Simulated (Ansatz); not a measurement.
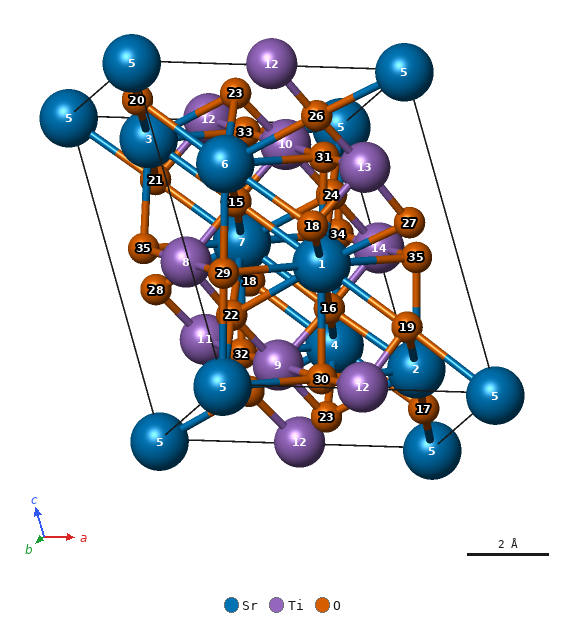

**Figure 1.** The structure as given in the input (ball-and-stick view of the cell of the calculation, seen at an oblique angle; atoms are numbered from 1 in the order of the input).

# Run report: SrTiO3, geometry relaxation (part 1 of 3)

- system: SrTiO3 (P1, 35 atoms in the cell)
- method: DFT PBE, scalar-relativistic, plane waves, PAW, no spin polarisation (Ansatz 0.2.0)

The structure derives from a Materials Project entry. It belongs to a series of runs on one base structure; here: the perfect supercell shaken and relaxed. Figures and captions count atoms from 1; the log counts them from 0 in places.

What the program printed:
```
Engine: ansatz 0.2.0, aarch64-unknown-linux-gnu
Pseudopotentials: kind: paw
Pseudopotential: Sr, paw, valence charge 10, recommended cutoff 420 eV (normal), Sr.paw.azcp
Pseudopotential: Ti, paw, valence charge 12, recommended cutoff 420 eV (normal), Ti.paw.azcp
Pseudopotential: O, paw, valence charge 6, recommended cutoff 420 eV (normal), O.paw.azcp
Functional definition: PBE
  parameter kappa = 0.804
  parameter beta = 0.06672455060314922
  exchange = pbe_x(kappa = kappa, mu = beta*pi^2/3)
  correlation = pbe_c(beta = beta)
Crystal: 35 atoms, lattice volume = 426.980 Å³
Basis set: ecut = 420 eV, 8365 PW (Γ), exchange–correlation on 96×120×120 points (8 copies of the dense FFT grid, shifted against one another)
Bands: 175, of which v1, the nominal top of the filled ones, is band 140 counted from 1 (139 counted from 0)
Symmetry: 1 space group operations
Space group: P1 (ITA 1), of the structure as read, at distance tolerance 7.5e-5 Å
k-points: 14 of 27 (time reversal used)
Non-local potential: Sr, projectors of the file, l = 0: 3, l = 1: 2, l = 2: 2
Non-local potential: Ti, projectors of the file, l = 0: 3, l = 1: 2, l = 2: 3, l = 3: 1
Non-local potential: O, projectors of the file, l = 0: 2, l = 1: 2, l = 2: 1
PAW form: soft (Blöchl's): semilocal exchange-correlation on the pseudo side does not see the compensation charge
PAW one-centre angular grid: Sr, 110 points (default); XC on 64 Gauss nodes
PAW one-centre angular grid: Ti, 590 points (default); XC on 64 Gauss nodes
PAW one-centre angular grid: O, 110 points (default); XC on 64 Gauss nodes
Initial density: superposition of atomic densities (neutral atoms: chi_scale 0, normalization atom), corrected by the library's trained network
Initial wavefunctions: pseudopotential atomic-orbital guess
Functional: x = pbe(κ = 0.804, μ = 0.2195149727645171), c = pbe(β = 0.06672455060314922)
SCF iter   1: F=—  HF=-54280.854763 eV  |F-HF|=—  |Δ(HF+E_count)|=         —  Δρ=1.99e-3  dr2=1.15e-2  ethr=1.77e-3  ⟨swp⟩=7.2  Hψ=10987  notcnv=0  defer=53
preconditioner: auto → Resta (q_TF=auto, 2.543 Å⁻¹)  ε∞=5.7  [insulator: Δε(μ)=1.872 eV  Ē_g=12.017 eV  σ=0.020 eV  W_gap=1.00  n_scr=108 (ndim 8)  ℏωp=26.0 eV  f_vac=0.001  D(μ)=0.00/eV (n_scr^D=0)  ε∞_Penn≈5.7]
SCF iter   2: F=—  HF=-54280.857616 eV  |F-HF|=—  |Δ(HF+E_count)|=   2.85e-3  Δρ=9.14e-4  dr2=2.03e-3  ethr=4.10e-6  ⟨swp⟩=3.0  Hψ=4458  notcnv=0  defer=389
SCF iter   3: F=—  HF=-54280.858517 eV  |F-HF|=—  |Δ(HF+E_count)|=   9.01e-4  Δρ=1.93e-4  dr2=2.06e-4  ethr=7.24e-7  ⟨swp⟩=2.0  Hψ=2916  notcnv=0  defer=389
iter 4 did not close the SCF: its close was put off for the readings that it lacked (scf_convergence_deferred on its scf_iter line)
SCF iter   4: F=-54280.858505 eV  HF=-54280.858518 eV  |F-HF|=1.30e-5  |Δ(HF+E_count)|=   8.12e-7  Δρ=5.04e-5  dr2=2.07e-5  ethr=7.37e-8  ⟨swp⟩=2.0  Hψ=2917  notcnv=0  defer=389
iter 5 did not close the SCF: its close was put off for the readings that it lacked (scf_convergence_deferred on its scf_iter line)
SCF iter   5: F=-54280.858516 eV  HF=-54280.858516 eV  |F-HF|=8.15e-7  |Δ(HF+E_count)|=   1.74e-6  Δρ=2.37e-5  dr2=1.80e-6  ethr=7.38e-9  ⟨swp⟩=2.0  Hψ=3041  notcnv=0  defer=389
SCF iter   6: F=-54280.858516 eV  HF=-54280.858516 eV  |F-HF|=1.75e-9  |Δ(HF+E_count)|=   9.40e-8  Δρ=4.22e-6  dr2=6.45e-8  ethr=6.42e-10  ⟨swp⟩=12.1  Hψ=12742  notcnv=0
SCF 1 converged in 6 iterations: F = -54280.858516 eV  dr2 = 6.45e-8
  greatest PAW one-centre occupation: 0.999 electrons in one spin orbital (limit 2), on the Ti atom at site 8 (counted from 0), in its partial waves of l = 0
relax step   1: F+E_penalty+E_count = -54280.85851633 eV  Δ(F+E_penalty+E_count) = +0.000e0 eV  max|allowed force component| = 1.780e0 eV/Å  Δτ_max = 0.0000 Å  (6 SCF iters, dr2 threshold 2.25e-5 eV, accepted)
Initial density: handed on by an earlier stage of this run
Initial wavefunctions: those handed on with the density
iter 1 solved again at ethr=4.25e-4 eV; its pass at ethr=3.10e-3 eV (dr2=1.19e0 eV) is discarded
SCF iter   1: F=—  HF=-54281.453769 eV  |F-HF|=—  |Δ(HF+E_count)|=         —  Δρ=1.25e-2  dr2=1.21e0  ethr=4.25e-4  ⟨swp⟩=1.1  Hψ=7722  notcnv=0  defer=407
preconditioner: auto → Resta (q_TF=auto, 2.543 Å⁻¹)  ε∞=5.7  [insulator: Δε(μ)=1.824 eV  Ē_g=12.065 eV  σ=0.020 eV  W_gap=1.00  n_scr=108 (ndim 8)  ℏωp=26.0 eV  f_vac=0.002  D(μ)=0.00/eV (n_scr^D=0)  ε∞_Penn≈5.7]
SCF iter   2: F=—  HF=-54281.225899 eV  |F-HF|=—  |Δ(HF+E_count)|=   2.28e-1  Δρ=5.96e-3  dr2=3.45e-1  ethr=4.25e-4  ⟨swp⟩=3.0  Hψ=3230  notcnv=0  defer=407
SCF iter   3: F=—  HF=-54281.127298 eV  |F-HF|=—  |Δ(HF+E_count)|=   9.86e-2  Δρ=1.37e-3  dr2=1.41e-2  ethr=1.23e-4  ⟨swp⟩=3.1  Hψ=3370  notcnv=0  defer=407
SCF iter   4: F=—  HF=-54281.124468 eV  |F-HF|=—  |Δ(HF+E_count)|=   2.83e-3  Δρ=5.13e-4  dr2=1.15e-3  ethr=5.05e-6  ⟨swp⟩=2.4  Hψ=4126  notcnv=0  defer=407
SCF iter   5: F=—  HF=-54281.124554 eV  |F-HF|=—  |Δ(HF+E_count)|=   8.62e-5  Δρ=1.31e-4  dr2=7.41e-5  ethr=4.11e-7  ⟨swp⟩=2.0  Hψ=3429  notcnv=0  defer=407
SCF iter   6: F=-54281.124578 eV  HF=-54281.124582 eV  |F-HF|=4.36e-6  |Δ(HF+E_count)|=   2.78e-5  Δρ=6.36e-5  dr2=1.27e-5  ethr=2.65e-8  ⟨swp⟩=13.8  Hψ=12898  notcnv=0
SCF 2 converged in 6 iterations: F = -54281.124578 eV  dr2 = 1.27e-5
relax step   2: F+E_penalty+E_count = -54281.12457777 eV  Δ(F+E_penalty+E_count) = -2.661e-1 eV  max|allowed force component| = 7.607e-1 eV/Å  Δτ_max = 0.1953 Å  (6 SCF iters, dr2 threshold 1.00e-4 eV, accepted)
iter 1 solved again at ethr=5.36e-4 eV; its pass at ethr=3.10e-3 eV (dr2=1.50e0 eV) is discarded
SCF iter   1: F=—  HF=-54281.864905 eV  |F-HF|=—  |Δ(HF+E_count)|=         —  Δρ=1.48e-2  dr2=1.52e0  ethr=5.36e-4  ⟨swp⟩=1.1  Hψ=8974  notcnv=0  defer=395
preconditioner: auto → Resta (q_TF=auto, 2.543 Å⁻¹)  ε∞=5.6  [insulator: Δε(μ)=2.183 eV  Ē_g=12.109 eV  σ=0.020 eV  W_gap=1.00  n_scr=108 (ndim 8)  ℏωp=26.0 eV  f_vac=0.000  D(μ)=0.00/eV (n_scr^D=0)  ε∞_Penn≈5.6]
SCF iter   2: F=—  HF=-54281.586400 eV  |F-HF|=—  |Δ(HF+E_count)|=   2.79e-1  Δρ=7.76e-3  dr2=4.80e-1  ethr=5.36e-4  ⟨swp⟩=3.4  Hψ=3259  notcnv=0  defer=395
SCF iter   3: F=—  HF=-54281.458243 eV  |F-HF|=—  |Δ(HF+E_count)|=   1.28e-1  Δρ=1.36e-3  dr2=1.77e-2  ethr=1.71e-4  ⟨swp⟩=3.2  Hψ=3637  notcnv=0  defer=400
SCF iter   4: F=—  HF=-54281.455158 eV  |F-HF|=—  |Δ(HF+E_count)|=   3.09e-3  Δρ=6.13e-4  dr2=1.31e-3  ethr=6.31e-6  ⟨swp⟩=2.3  Hψ=3914  notcnv=0  defer=402
SCF iter   5: F=—  HF=-54281.455210 eV  |F-HF|=—  |Δ(HF+E_count)|=   5.19e-5  Δρ=1.22e-4  dr2=7.35e-5  ethr=4.67e-7  ⟨swp⟩=2.1  Hψ=3575  notcnv=0  defer=403
SCF iter   6: F=-54281.455236 eV  HF=-54281.455237 eV  |F-HF|=6.72e-7  |Δ(HF+E_count)|=   2.69e-5  Δρ=4.20e-5  dr2=6.22e-6  ethr=1.29e-8  ⟨swp⟩=14.9  Hψ=12608  notcnv=0
SCF 3 converged in 6 iterations: F = -54281.455236 eV  dr2 = 6.22e-6
relax step   3: F+E_penalty+E_count = -54281.45523602 eV  Δ(F+E_penalty+E_count) = -3.307e-1 eV  max|allowed force component| = 1.017e-1 eV/Å  Δτ_max = 0.1813 Å  (6 SCF iters, dr2 threshold 3.62e-5 eV, accepted)
SCF iter   1: F=—  HF=-54281.472486 eV  |F-HF|=—  |Δ(HF+E_count)|=         —  Δρ=2.35e-3  dr2=2.14e-2  ethr=9.95e-5  ⟨swp⟩=3.1  Hψ=4581  notcnv=0  defer=403
preconditioner: auto → Resta (q_TF=auto, 2.543 Å⁻¹)  ε∞=5.6  [insulator: Δε(μ)=2.235 eV  Ē_g=12.153 eV  σ=0.020 eV  W_gap=1.00  n_scr=108 (ndim 8)  ℏωp=26.0 eV  f_vac=0.000  D(μ)=0.00/eV (n_scr^D=0)  ε∞_Penn≈5.6]
SCF iter   2: F=—  HF=-54281.468564 eV  |F-HF|=—  |Δ(HF+E_count)|=   3.92e-3  Δρ=1.25e-3  dr2=6.54e-3  ethr=7.66e-6  ⟨swp⟩=2.0  Hψ=2915  notcnv=0  defer=403
SCF iter   3: F=—  HF=-54281.467032 eV  |F-HF|=—  |Δ(HF+E_count)|=   1.53e-3  Δρ=1.44e-4  dr2=7.49e-5  ethr=2.34e-6  ⟨swp⟩=2.0  Hψ=3016  notcnv=0  defer=403
SCF iter   4: F=—  HF=-54281.466147 eV  |F-HF|=—  |Δ(HF+E_count)|=   8.85e-4  Δρ=6.13e-5  dr2=9.92e-6  ethr=2.67e-8  ⟨swp⟩=2.0  Hψ=3536  notcnv=0  defer=403
SCF iter   5: F=—  HF=-54281.466147 eV  |F-HF|=—  |Δ(HF+E_count)|=   4.18e-7  Δρ=1.40e-5  dr2=7.78e-7  ethr=3.54e-9  ⟨swp⟩=2.0  Hψ=3517  notcnv=0  defer=403
SCF iter   6: F=-54281.466148 eV  HF=-54281.466148 eV  |F-HF|=1.13e-8  |Δ(HF+E_count)|=   3.39e-7  Δρ=3.40e-6  dr2=6.12e-8  ethr=3.57e-11  ⟨swp⟩=13.9  Hψ=12880  notcnv=0
SCF 4 converged in 6 iterations: F = -54281.466148 eV  dr2 = 6.12e-8
relax step   4: F+E_penalty+E_count = -54281.46614768 eV  Δ(F+E_penalty+E_count) = -1.091e-2 eV  max|allowed force component| = 7.120e-3 eV/Å  Δτ_max = 0.0183 Å  (6 SCF iters, accepted)
```

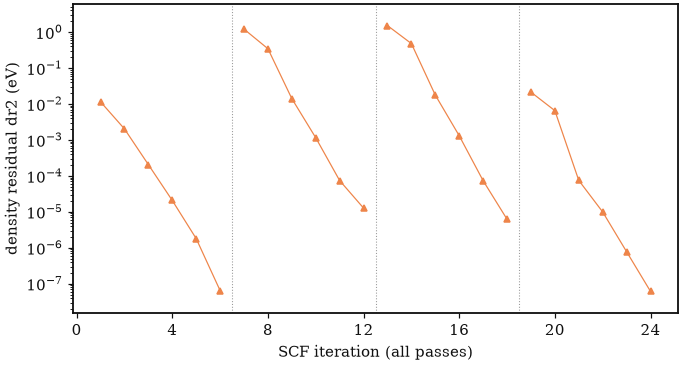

**Figure 2.** Convergence of the self-consistent field: density residual dr2 against the SCF iteration. The dotted lines part the SCF passes of the relaxation: geometry steps, rejected trials and re-solves on a re-selected basis. The passes take 6, 6, 6 and 6 iterations.

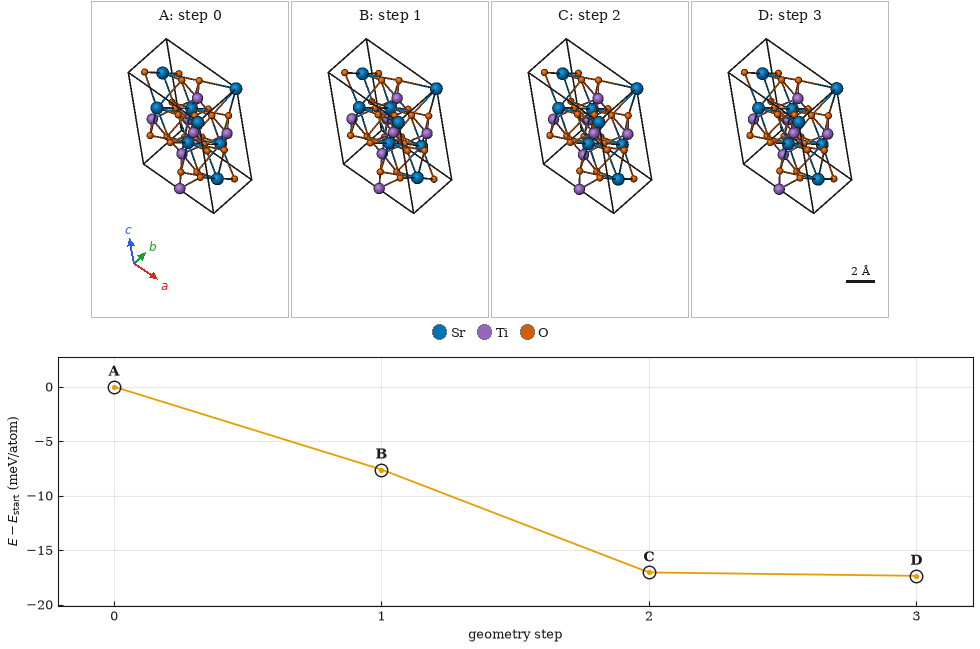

**Figure 3.** Frames of the relaxation (ball-and-stick view of the cell of the calculation, seen slightly off an axis) above the curves, on which the letters mark them (the first geometry is step 0 here and step 1 in the log).

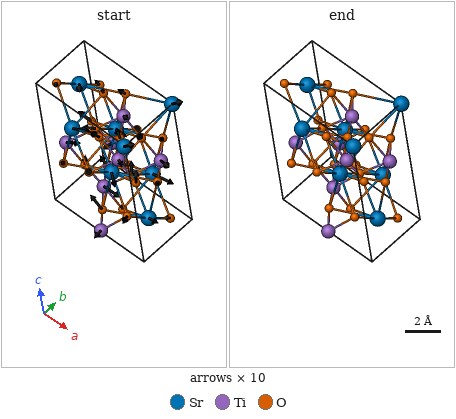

**Figure 4.** Before (left) and after (right) the relaxation, at one scale (ball-and-stick view of the cell of the calculation, seen slightly off an axis). The black arrows give the displacements, magnified 10 times. The atom that moves furthest is Sr4 (0.14 Å). Largest moves by element: Sr 0.14 Å, Ti 0.13 Å, O 0.11 Å. The cell doesn't change. Among the contacts that change: Sr4–O32 2.693 → 2.878 Å, Sr4–O28 2.873 → 2.691 Å, Sr5–O26 2.712 → 2.876 Å, Sr2–O30 2.727 → 2.877 Å. Among the angles that change: Sr4–O28–Ti14 85.8° → 94.7°, Sr5–O30–Ti9 87.3° → 94.7°, O16–Ti9–O30 87.2° → 94.6°. The space group (tolerance 0.01 Å) goes from P1 (No. 1) to R3m (No. 160). The energy falls by 17.4 meV per atom in 3 geometry steps. The largest force component goes from 1.8 to 0.0071 eV/Å. (Atoms are counted from 1 in the order of the input.)

```
SCF converged after 6 iterations
Free energy (F): -54281.466148 eV
Harris-Foulkes:  -54281.466148 eV  (|F-HF|=1.13e-8)
Internal energy: -54281.466148 eV  (E = F + TS)
E sigma→0 (E₀):  -54281.466148 eV
Fermi energy:    10.671486 eV
--- Per-component energies (eV) ---
  E_band       = -1524.590665
  E_kinetic    = 7325.931499
  E_local      = -16953.711155  (includes V_loc(G=0)·N_el)
  E_nonlocal   = 2436.685863
  E_hartree    = 5934.068639
  E_xc         = -3472.583247
  E_vxc        = -4001.977433  (∫ρ·V_xc dr)
  E_paw        = -29495.412339  (= ΣΔE_a)
  E_vpaw       = -2199.707776  (= ΣTr[D̂ρ^β])
  E_aug_tail   = 0.051263  (compensation charges beyond the density's cutoff)
  E_ewald      = -20056.496671
  E_smearing   = -0.000000  (= −TS)
  E_closure    = 0.000000  (closes the sum)
  Σ components = -54281.466148   (vs F -54281.466148, Δ=0.00e0)
--- Forces (eV/Å), atoms counted from 1 ---
  atom   1  Sr    -0.00016014     0.00257169    -0.00170729
  atom   2  Sr     0.00000642     0.00095336    -0.00183527
  atom   3  Sr    -0.00212468     0.00147025    -0.00053738
  atom   4  Sr     0.00092100     0.00306010    -0.00159058
  atom   5  Sr    -0.00155376     0.00121611     0.00042680
  atom   6  Sr    -0.00143262     0.00146480    -0.00211954
  atom   7  Sr    -0.00084763     0.00078892    -0.00139822
  atom   8  Ti    -0.00258423    -0.00119623    -0.00498062
  atom   9  Ti    -0.00276464     0.00242232    -0.00233286
  atom  10  Ti     0.00003147     0.00612223    -0.00152872
  atom  11  Ti    -0.00349963     0.00562747    -0.00547146
  atom  12  Ti    -0.00345868     0.00712534    -0.00234102
  atom  13  Ti    -0.00351848     0.00107488    -0.00096434
  atom  14  Ti     0.00199598     0.00258565    -0.00232451
  atom  15  O      0.00130316    -0.00100611     0.00293948
  atom  16  O      0.00017263    -0.00070484     0.00025446
  atom  17  O      0.00180681    -0.00251953     0.00430178
  atom  18  O      0.00219366    -0.00088646     0.00217813
  atom  19  O      0.00124088    -0.00165078     0.00254351
  atom  20  O      0.00207296     0.00092713     0.00163966
  atom  21  O      0.00044721    -0.00069383     0.00061216
  atom  22  O      0.00290150    -0.00237785    -0.00064305
  atom  23  O      0.00199592    -0.00147242     0.00190715
  atom  24  O      0.00016636    -0.00187943     0.00053771
  atom  25  O     -0.00050716    -0.00149135     0.00065631
  atom  26  O      0.00131138    -0.00176453    -0.00003661
  atom  27  O      0.00194468    -0.00082358    -0.00204883
  atom  28  O      0.00201734    -0.00411883     0.00061867
  atom  29  O      0.00146563    -0.00322707     0.00319367
  atom  30  O      0.00042802    -0.00135814     0.00004079
  atom  31  O      0.00004893    -0.00222245     0.00090444
  atom  32  O     -0.00028614    -0.00347553     0.00176402
  atom  33  O      0.00023203    -0.00162405     0.00114901
  atom  34  O     -0.00197146    -0.00083663     0.00296808
  atom  35  O     -0.00015333    -0.00188094     0.00303777
  max |Σ_I F_I| component: 2.00e-4 eV/Å
--- Band table (eV; the first three rows and the last of 14) ---
  k-point 0: bands = ["-46.7215", "-46.7200", "-46.7197", "-46.7194", "-46.7193", "-46.7193", "-46.7193", "-23.1347", "-23.1345", "-23.1344", "-23.1342", "-23.1340", "-23.1339", "-23.1292", "-23.0233", "-23.0232", "-23.0230", "-23.0230", "-23.0228", "-23.0226", "-23.0038", "-23.0038", "-23.0036", "-23.0035", "-23.0035", "-23.0034", "-22.9924", "-22.9921", "-22.9921", "-22.9919", "-22.9918", "-22.9916", "-22.9870", "-22.9866", "-22.9821", "-7.6774", "-7.3949", "-7.3946", "-7.3946", "-7.3943",
      "-7.3941", "-7.3938", "-6.7283", "-6.7279", "-6.7277", "-6.7276", "-6.7273", "-6.7269", "-6.7128", "-6.7118", "-6.5931", "-6.5929", "-6.5929", "-6.5922", "-6.5922", "-6.5921", "-5.1311", "-5.1310", "-5.1309", "-5.1307", "-5.1306", "-5.1304", "-5.1149", "-5.1104", "-5.1101", "-4.8531", "-4.8527", "-4.8525", "-4.8524", "-4.8522", "-4.8518", "-4.7455", "-4.7453", "-4.7452", "-4.7450", "-4.7448", "-4.7445", "5.4280", "5.4282", "5.4287",
      "5.4289", "5.4294", "5.4297", "5.7244", "5.7245", "5.7257", "5.7258", "5.7260", "5.7265", "6.2373", "6.2377", "6.2383", "6.2385", "6.2390", "6.2394", "6.5466", "6.5470", "6.5474", "6.5474", "6.5487", "6.5488", "6.7939", "6.7943", "6.7950", "6.7952", "6.7957", "6.7958", "6.8683", "6.8684", "6.8786", "7.5326", "7.5330", "7.5334", "7.5338", "7.5344", "7.5349", "8.3807", "8.3808", "8.4372", "8.4377",
      "8.4377", "8.4381", "8.4383", "8.4385", "8.4970", "8.4976", "8.4979", "8.4984", "8.4986", "8.4991", "8.5055", "9.0535", "9.1391", "9.1397", "9.1477", "9.1481", "9.1485", "9.1487", "9.1487", "9.1492", "11.7756", "11.7787", "11.8814", "13.0155", "13.0160", "13.0160", "13.0162", "13.0170", "13.0174", "13.4223", "13.4224", "13.4230", "13.4233", "13.4235", "13.4236", "13.5814", "13.5817", "13.5818", "13.5819", "13.5819",
      "13.5822", "14.0651", "14.0669", "15.0882", "15.0883", "15.3565", "15.3568", "15.3569", "15.3570", "15.3572", "15.3575", "15.6269", "16.9674", "16.9677", "16.9679"]
```
